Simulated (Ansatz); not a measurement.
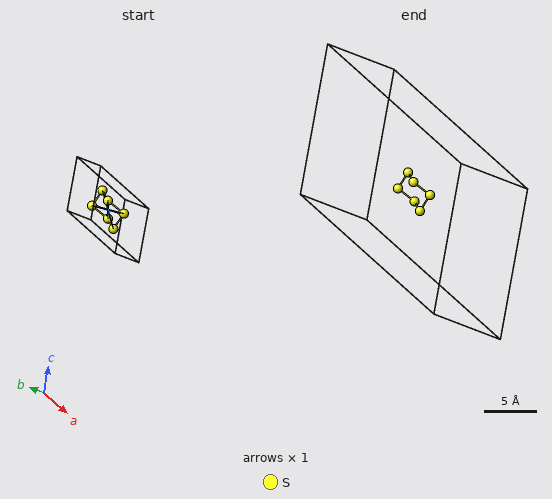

The structure of solid S (set up in R-3) before (left) and after (right) a relaxation, at one scale. The blue arrows give the displacements (the part carried along by the change of the cell is left out), at their true length.

Style: ball-and-stick. Shown: the cell of the calculation, slightly off an axis.

Case: relaxed at -3 GPa.

The calculation used Ansatz, DFT PBEsol, scalar-relativistic, plane waves, PAW. Set-up: plane-wave cutoff 420 eV; k-point mesh 6 × 6 × 6; occupations gaussian; smearing width 0.02 eV; target pressure -3 GPa; no spin polarisation; cell and atoms relaxed; force threshold 0.008 eV/Å; at most 50 steps.

Q: Describe what moved and what it gained.

A: The run was cut off at its time limit before the relaxation converged, so the last structure is only a point on the way. The largest moves relative to the cell, 3.46 Å, are those of S atoms. Cell: a = b = c 6.249 → 17.439 Å (+179.1 %), α 114.6° → 114.7°, β 114.6° → 114.7°, γ 114.6° → 114.7°. Volume +2054.8 %. Among the contacts that change: S–S 2.095 → 2.118 Å. The space group stays R-3 (No. 148). Over 41 accepted moves (42 points after the start) the energy rises by 2323 meV per atom. With the target pressure of -3 GPa, the enthalpy E + pV changes by −6727 meV per atom. Largest force component: 0.25 eV/Å at the start, 0.25 eV/Å at the end. The pressure goes from −1.65 to −1.32 GPa. At 1 point the geometry stayed and the basis and grid were re-selected for the new cell (energy shift of 483 meV per atom at most each time). Cost: 14 min on 1 thread of Intel(R) Xeon(R) Platinum 8259CL CPU @ 2.50GHz (Skylake/Cascade Lake) (shared host), peak memory 0.88 GiB.
